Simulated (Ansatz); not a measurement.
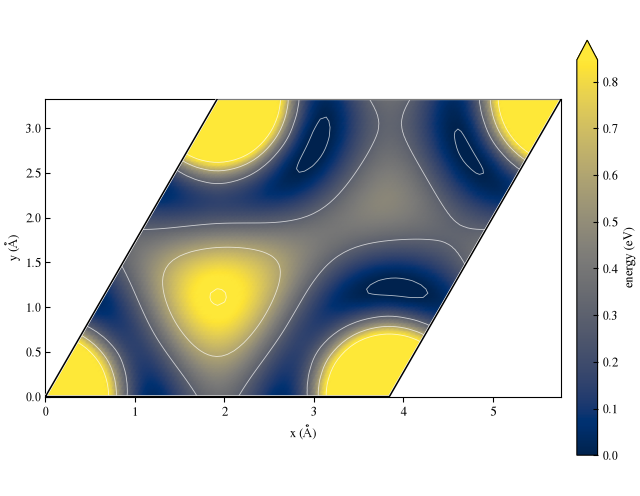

Energy landscape of AlP (F-43m phase) with one H guest (13 atoms in the cell, cell charge +1). A guest moved over a lattice plane through the rigid host; the plane is (1 −1 1) of the conventional cell, half-way across the widest gap between atomic layers, origin above P12. Places are given modulo a cell vector. The map is drawn in real space over the plane of the scan. Nothing is relaxed (host rigid, guest held in the plane). Grid: 9 × 9 points; 45 points were computed and 36 follow by symmetry. All energies are given in eV per cell relative to the lowest grid point. The band gap closes in part of the range. The cell is charged on a uniform background, without a charge correction. Method: DFT LDA, scalar-relativistic, plane waves, PAW in Ansatz. Settings: cutoff 420 eV, k-mesh 4×4×4, gaussian smearing 0.05 eV, no spin polarisation.

The picture shows a smooth colour map with a few white contour lines, the outline of one cell of the plane, one colour for all values above the top of the scale. Between grid points the surface is interpolated. 

### Describe this landscape.

The lowest grid point is at (3/9, 8/9) of the cell vectors [nearest 1 Al at 1.63 Å and 1 P at 1.63 Å]; the map holds 2 wells of about this depth. The bottom of the well lies between grid points, at about (0.37, 0.85) of the cell vectors, about 0.024 eV lower on the interpolated surface. A higher local minimum lies near (7/9, 8/9) of the cell vectors [nearest 1 Al at 1.63 Å and 1 P at 1.63 Å] (0.014 eV above the lowest at that grid point). Relaxing all atoms from the lowest point lowers the energy by a further 0.61 eV. The highest grid point, (0/9, 0/9) of the cell vectors [nearest 1 Al at 1.18 Å and 1 P at 1.18 Å], lies 3.42 eV above the lowest. On the interpolated surface the easiest way out of the lowest well to a well of about the same depth near (8/9, 3/9) of the cell vectors [nearest 1 Al at 1.63 Å and 1 P at 1.63 Å] passes a barrier of about 0.17 eV, counted from the interpolated bottom of the well.

Each point was launched as `ansatz run input.yaml --threads 4 --pin off --max-ram 8192MiB --backend cpu --events-out ev --progress --plain --runs-dir out`. The whole map (45 points run) took 11 min on 4 threads of Arm Neoverse N1 (shared host).

PAW datasets: the set soft_1.
